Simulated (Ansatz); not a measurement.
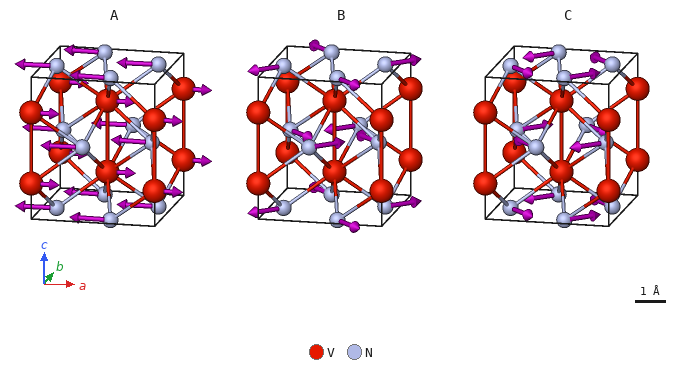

Modes of a crystal of VN2, space group I4/mcm (No. 140), at the zone centre (one member of each degenerate set). The purple arrows are the displacements of the atoms (eigenvector over the root of the mass), of arbitrary overall length and sign. A ball-and-stick model of the conventional cell (2 times the calculation's cell), seen slightly off an axis. Lengths and directions refer to the drawn axes.

The calculation used DFT PBEsol, scalar-relativistic, plane waves, PAW (Ansatz 0.2.0).

The frequencies depend somewhat on the k-mesh and the smearing.

Question: Which are infrared-active and which Raman-active?

Answer: A is E_u, infrared-active by symmetry (569 cm⁻¹). B is A₂g, silent by symmetry (neither infrared- nor Raman-active) (657 cm⁻¹). C is A₁g, Raman-active by symmetry (1002 cm⁻¹). The crystal has a centre of inversion, so no mode is both. In a metal the free carriers screen the infrared response.
